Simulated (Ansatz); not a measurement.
# Na_i (void) in MgO (Fm-3m): charge-transition levels and formation energies

Aim: at which Fermi levels does Na_i (void) in MgO (Fm-3m) change its charge? The model is a cell of 54 host atoms with 1 Na put in.

Main program and level: Ansatz 0.2.0; place-levels on r2SCAN runs: charge-transition levels and formation energies with image-charge correction and potential alignment at the atomic sites; PAW set soft_1.

**What experiment says.**

“Electronic structure of alkaline earth and post-transition metal oxides” (2009, arxiv:0908.1581) quotes from earlier work for MgO, rocksalt (bulk crystal): band gap (literature experimental gap) 7.83 eV [Literature value based on experiment; other listed experimental values range from 7.7 to …].

Report form: the programs' logs are mostly left out.

## (1) Set-up

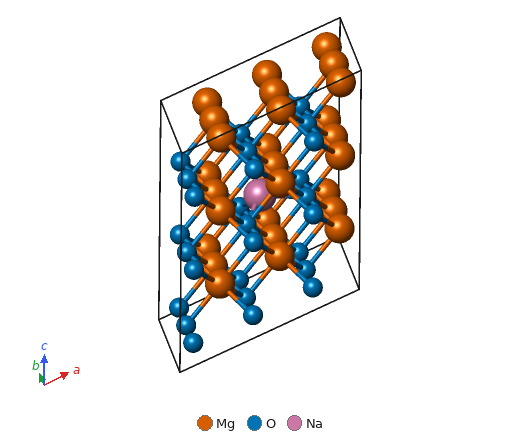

The starting structure, seen slightly off an axis (magnesium orange, oxygen blue, sodium pink). Bonds to atoms that aren't drawn are left out.

The cell holds 55 atoms: 27 Mg, 27 O and 1 Na. Cell: a = 8.925 Å, b = 8.925 Å, c = 8.925 Å, α = 60.0°, β = 60.0°, γ = 60.0°. It derives from MgO (space group Fm-3m). Nearest the centre at fractional (0.250, 0.250, 0.917): Na55 at 0.00 Å, Mg25 at 1.82 Å, O2 at 1.82 Å, Mg19 at 1.82 Å, O24 at 1.82 Å, O12 at 1.82 Å, Mg7 at 1.82 Å, Mg29 at 1.82 Å.

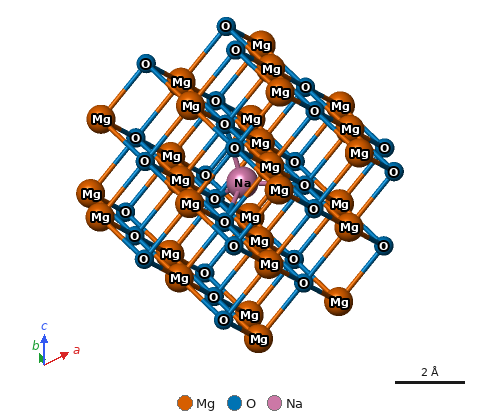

The atoms within 5 Å of the centre.

The host's dielectric constants go in as inputs: 3.24 for the electrons alone, 10.37 with the ions, from a response run on this crystal (DFPT, PBEsol) at that run's own cell.

The cell's shortest repeat is 8.9 Å.

## (2) The runs of each charge state

Levels follow from differences of total energies between charge states, each relaxed by itself.

Each atom starts 0.05 Å or so off its site in a random direction: a symmetric start keeps its symmetry, and would miss off-centre moves and Jahn–Teller distortions. Forces are taken at one point at (¼, ¼, ¼). The cell holds 1 electron fewer than the neutral one, with a uniform background that keeps it neutral on the whole.

The sampling was tested on the host first: at the k-points planned (1x1x1 shifted 0.25 0.25 0.25) its energy lies 0.020 eV an atom from the dense-mesh value, under the bound of 0.02 eV set for this test; that bounds the host's error, not the defect's.

One of the inputs; charge, spin and start change from state to state.

File qp1.relax/input.yaml:

```yaml
crystal:
  lattice:
    - [0.0, 6.31124291, 6.31124291]
    - [6.31124291, 0.0, 6.31124291]
    - [6.31124291, 6.31124291, 0.0]
  atoms:
    - { symbol: Mg, position: [0.0, 0.0, 0.0] }
    - { symbol: O, position: [0.16666667, 0.16666667, 0.16666667] }
    - { symbol: Mg, position: [0.0, 0.0, 0.33333333] }
[... 2 atom lines left out ...]
    - { symbol: O, position: [0.16666667, 0.16666667, 0.83333333] }
    - { symbol: Mg, position: [0.0, 0.33333333, 0.0] }
    - { symbol: O, position: [0.16666667, 0.5, 0.16666667] }
    - { symbol: Mg, position: [0.0, 0.33333333, 0.33333333] }
[... 2 atom lines left out ...]
    - { symbol: O, position: [0.16666667, 0.5, 0.83333333] }
    - { symbol: Mg, position: [0.0, 0.66666667, 0.0] }
    - { symbol: O, position: [0.16666667, 0.83333333, 0.16666667] }
[... 4 atom lines left out ...]
    - { symbol: Mg, position: [0.33333333, 0.0, 0.0] }
    - { symbol: O, position: [0.5, 0.16666667, 0.16666667] }
    - { symbol: Mg, position: [0.33333333, 0.0, 0.33333333] }
[... 2 atom lines left out ...]
    - { symbol: O, position: [0.5, 0.16666667, 0.83333333] }
    - { symbol: Mg, position: [0.33333333, 0.33333333, 0.0] }
[... 3 atom lines left out ...]
    - { symbol: Mg, position: [0.33333333, 0.33333333, 0.66666667] }
    - { symbol: O, position: [0.5, 0.5, 0.83333333] }
[... 1 atom line left out ...]
    - { symbol: O, position: [0.5, 0.83333333, 0.16666667] }
[... 4 atom lines left out ...]
    - { symbol: Mg, position: [0.66666667, 0.0, 0.0] }
[... 6 atom lines left out ...]
    - { symbol: O, position: [0.83333333, 0.5, 0.16666667] }
[... 10 atom lines left out ...]
    - { symbol: Na, position: [0.25, 0.25, 0.916667] }
  host:
    repeats: [3, 3, 3]
    atoms:
      - { symbol: Mg, position: [0.0, 0.0, 0.0] }
      - { symbol: O, position: [0.5, 0.5, 0.5] }
total_charge: 1
basis:
  ecutwfc: 500
  xc_grid: 2
hamiltonian:
  xc: r2scan
  pseudopotentials: { kind: paw, azcp: { folder: soft_1 } }
kpoints:
  mp_grid: { grid: [1, 1, 1], shift: [0.25, 0.25, 0.25] }
scf:
  occupations: { method: fixed }
  max_iter: 80
output:
  forces: true
  charged_corrections:
    epsilon: 3.24
    static_epsilon: 10.37
    defect_position: [0.25, 0.25, 0.916667]
relax:
  f_tol: 0.02
  max_steps: 80
  random_displacement: { amplitude: 0.05, seed: 6952 }
checkpoint:
  write: "../qp1.relax.run"
  compress: false
  write_wavefunctions: true
  write_every: 100000
```

Launch:

```sh
ansatz run input.yaml --threads 4 --pin off --max-ram 7536MiB --backend cpu --events-out ev --progress --plain --runs-dir out
```

The relaxed structure is kept and the sampling changed to a 2×2×2 shifted mesh.

The run of this state that the levels use, under r2SCAN:

File qp1.point/input.yaml:

```yaml
crystal:
  checkpoint: "../qp1.relax.run"
  host: checkpoint
total_charge: 1
basis:
  ecutwfc: 500
  xc_grid: 2
hamiltonian:
  xc: r2scan
  pseudopotentials: { kind: paw, azcp: { folder: soft_1 } }
kpoints:
  mp_grid: { grid: [2, 2, 2], shift: [0.5, 0.5, 0.5] }
scf:
  occupations: { method: fermi_dirac, width: 0.01 }
  max_iter: 80
output:
  forces: true
  eigenvalues: true
  charged_corrections:
    epsilon: 3.24
    static_epsilon: 10.37
    defect_position: [0.25, 0.25, 0.916667]
  eigenstates: { localisation: true }
  populations: true
  band_densities: [{ bands: [v1, v1] }, { bands: [c1, c1] }]
  write_density: true
  write_potential: true
  volumetric_format: npy
  elf: true
checkpoint:
  read: "../qp1.relax.run"
  write: "../qp1.point.run"
  compress: false
  write_wavefunctions: false
  write_every: 100000
```

Relaxations under r2SCAN at one point at (¼, ¼, ¼); times on 4 threads of Intel Xeon Platinum 8259CL at 2.50GHz (Skylake/Cascade Lake), shared host:

```
charge  moment (μB)  occupations    outcome  steps  largest displacement against the far atoms (Å)     time
     0            1        fixed  converged      7                                            0.32  3.3 min
    +1            0        fixed  converged      9                                            0.32  1.8 min
```

Single points under r2SCAN at a 2×2×2 shifted mesh; times on 4 threads of Intel Xeon Platinum 8259CL at 2.50GHz (Skylake/Cascade Lake), shared host:

```
charge  moment (μB)  occupations    outcome     time
     0            1  fermi-dirac  converged  2.6 min
    +1            0  fermi-dirac  converged     57 s
```

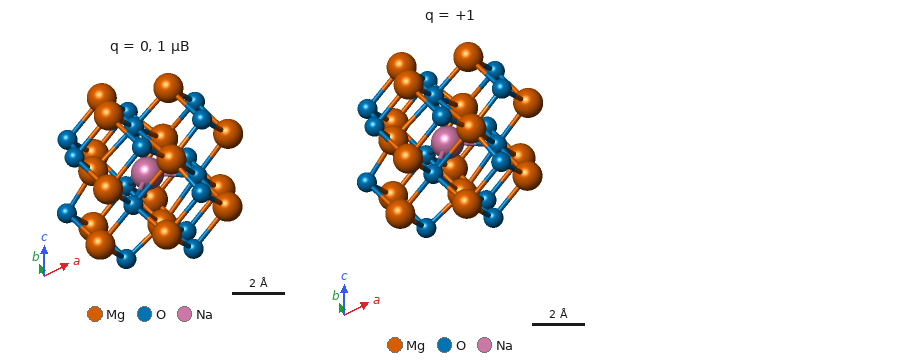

The structures near the centre after relaxation with r2SCAN, by charge.

Distances (Å) from Na55 to the nearest atoms after relaxation with r2SCAN:

```
charge  moment (μB)      1.      2.      3.      4.       5.       6.
     0            1  O 1.95  O 1.95  O 1.95  O 1.95  Mg 2.14  Mg 2.14
    +1            0  O 1.94  O 1.94  O 1.94  O 1.95  Mg 2.13  Mg 2.13
```

## (3) Placing the levels, r2SCAN

A charged cell interacts with its images and the background, and its potential has another zero than the host's. place-levels removes the first by a point-charge model, screened by the static dielectric constant since the ions have relaxed around the charge, and the second by comparing potentials at atoms far from the defect.

The host is a run of the defect-free crystal in the same cutoffs, grids and k-points, so that basis and sampling errors cancel in part in the differences. The host is run in a cell of 2 atoms on a matching mesh. Its band edges are searched through the zone by a band path, so the gap is smaller than, or equal to, that on the mesh. Chemical potentials are energies per atom of Na (bcc), run with the same functional and cutoff.

File levels.point.yaml:

```yaml
host:
  run: host.point.run
states: [q0_M1.point.run, qp1.point.run]
geometry_from:
  q0_M1.point.run: q0_M1.relax.run
  qp1.point.run: qp1.relax.run
chemical_potentials:
  Na:
    energy: -1488.616329
    dataset: <sha256 of the dataset>
epsilon: 3.24
static_epsilon: 10.37
vertical:
  - { from: qp1.point.run, to: qp1.point_neutral.run }
```

Launch:

```sh
ansatz place-levels levels.point.yaml -- --threads 4 --pin off --max-ram 7536MiB
```

Run time: 0.34 s. Hardware: 4 threads of Intel Xeon Platinum 8259CL at 2.50GHz (Skylake/Cascade Lake), shared host.

Levels between the charges placed, in eV above the valence top:

```
        gap (eV)  (+1/0)
r2SCAN      5.68    5.72
```

Corrections by state:

```
charge  moment (μB)  image terms and alignment (eV)  band filling (eV)  ε used  over the lowest of its charge, as the program ranks them, band filling apart (eV)
    +1          0.0                           0.546                  -   10.37                                                                              0.000
     0          1.0                           0.000             -0.673       -                                                                              0.000
```

The charged structures listed were also run neutral, and place-levels reads from each pair, by the potential or the spins, how wide the charge is by which they differ; that can be the carrier of either run.

```
charge  rms radius (Å)  spread where it is widest against the cell (Å)  wide from (Å)  reading
    +1             4.0                                            2.30           1.26     wide
```

The neutral runs of these pairs need not share the spin of the lowest neutral state, and very wide values only mean spread over the cell.

From the program's caveats on the states, each cut to its opening words:

- charge +1: it parts from the run at its places by a charge that spreads by about 2.3 Å along one vector (1.3 Å or more is wide), by its potential at epsilon 3.24, taken [...]
- charge 0 (1 μB): a band-filling correction moves a carrier to the host's band edge, which changes its energy by -0.673 eV
- charge 0 (1 μB): its moments are held at its close (magnetization.spin_locking), by a field of 0.397 eV a Bohr magneton, and its energy and levels are of the state that this [...]
- charge 0 (1 μB): flagged: stability check not made

The host's formation energy from the elements is -2.963 eV per atom; it sets how far the chemical potentials can move.

Limit set by the element alone; other compounds of these elements are not counted. Chemical potentials from the elements' reference states: Mg 0.00 eV, O -5.93 eV, Na 0.00 eV. Formation energy by charge state (Mg-rich; gap 5.68 eV):

```
charge  at valence top (eV)  at conduction bottom (eV)  correction included (eV)
    +1                 4.24                       9.92                      0.55
     0                 9.96                       9.96                     -0.67
```

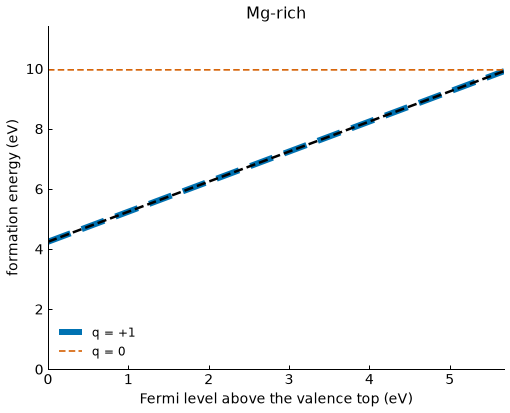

Formation energy against Fermi level; the thick line follows the lowest charge state.

Limit set by the element alone; other compounds of these elements are not counted. Chemical potentials from the elements' reference states: O 0.00 eV, Mg -5.93 eV, Na 0.00 eV. Formation energies (O-rich), with the Fermi level at the valence top and at the conduction bottom (gap 5.68 eV):

```
charge  at valence top (eV)  at conduction bottom (eV)  correction included (eV)
    +1                 4.24                       9.92                      0.55
     0                 9.96                       9.96                     -0.67
```

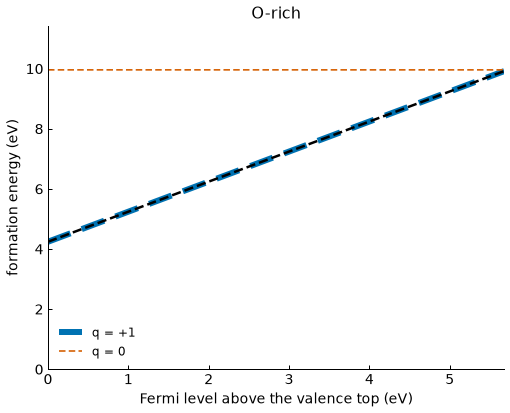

Formation energy against Fermi level; the thick line follows the lowest charge state.

Charge transition levels, in eV, zero at the valence-band top of the host:

```
             conduction bottom  valence top
Na_i (void)               5.68         0.00
```

```
              level  energy (eV)
Na_i (void)  (+1/0)         5.72
```

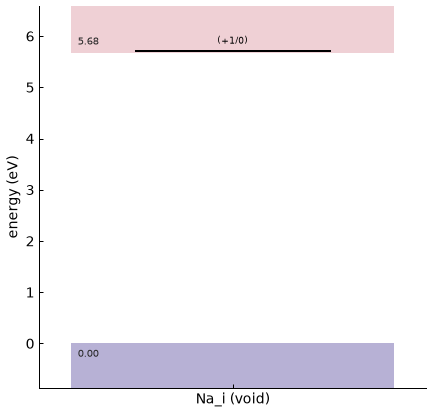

Charge transition levels. Shaded: valence and conduction bands.

## (4) The same at the relaxations' own k-points

The relaxations' own energies give the levels at their sampling, for comparison.

File levels.relax_mesh.yaml:

```yaml
host:
  run: host.relax.run
states: [q0_M1.relax.run, qp1.relax.run]
chemical_potentials:
  Na:
    energy: -1488.616329
    dataset: <sha256 of the dataset>
```

Launch:

```sh
ansatz place-levels levels.relax_mesh.yaml -- --threads 4 --pin off --max-ram 7536MiB
```

It took 0.13 s on 4 threads.

Levels between neighbouring charges, in eV above the valence top:

```
                        gap (eV)  (+1/0)
one point at (¼, ¼, ¼)      5.66    5.70
  a 2×2×2 shifted mesh      5.68    5.72
```

Going from one point at (¼, ¼, ¼) to a 2×2×2 shifted mesh moves formation energies against the elements by up to 0.02 eV; band-filling terms, which differ between samplings, are in these energies.

## (5) Results

```yaml
gap_of_the_host: 5.68 eV (r2SCAN)
level_plus_1_over_0: 5.72 eV above the valence top, past the conduction bottom (6.39 eV above the valence top without the band-filling term)
lowest_of_the_charges_placed_just_above_the_valence_top_0p02_ev: +1
lowest_of_the_charges_placed_just_below_the_conduction_bottom_0p02_ev: +1
lowest_formation_energy_at_mid_gap_of_the_charges_run_mg_rich: 7.08 eV
lowest_formation_energy_at_mid_gap_of_the_charges_run_o_rich: 7.08 eV
```

In words: Of the charges placed (0 and +1), +1 is the lowest from 0.02 eV above the valence top to 0.02 eV below the conduction bottom, a gap of 5.68 eV. Charges above +1 and below 0 were not placed, so these runs say nothing of levels that involve them. States placed: +1 at 0 μB; 0 at 1 μB. Other spin states or structures, where not listed, weren't placed. The program finds carriers beyond a band edge of the host and adds a band-filling term at charge 0 (-0.67 eV); steps to such a charge show no bound level, and a defect level inside a band would be read the same way. Na is taken at its element; compounds, which aren't counted here, bound the chemical potentials and would shift these formation energies. Going from one point at (¼, ¼, ¼) to a 2×2×2 shifted mesh moves formation energies against the elements by up to 0.02 eV; band-filling terms, which differ between samplings, are in these energies. Limits: the images are only 8.9 Å apart; r2SCAN makes the gap too small and tends to spread out bound carriers; where a gas molecule sets a chemical potential or the host's formation energy, its binding is uncorrected.

Calculation against experiment:

| quantity | measured | r2SCAN |
| --- | --- | --- |
| band gap (least gap of the host) (eV) | 7.83 | 5.68 (-2.15 eV) |

Measured values from arxiv:0908.1581 (2009).

How well it matches: The band gap is off by -2.15 eV: a clear miss. Local and semilocal functionals usually give gaps below the measured ones. Zero-point and thermal motion shift the measured gap.

[Logs are printed without paths, hosts, clocks, repeated set-up lines and the standing remarks that a program may print on its own settings, such as how far it seeks lower states.]

[Hosts, paths, dates, database ids (printed as entryN), source tags and the programs' standing remarks are cut or masked in the printed files.]

[Where a table of states has a column of steps, it counts the stored structures, which are thinned; the runs took as many ionic steps or more.]

[A defect's name tells the site on which it was built; relaxed atoms can leave that site.]

[For some hosts the program warned that the k-mesh of the response run may be too coarse for force constants and the static dielectric constant; such warnings are not shown here.]
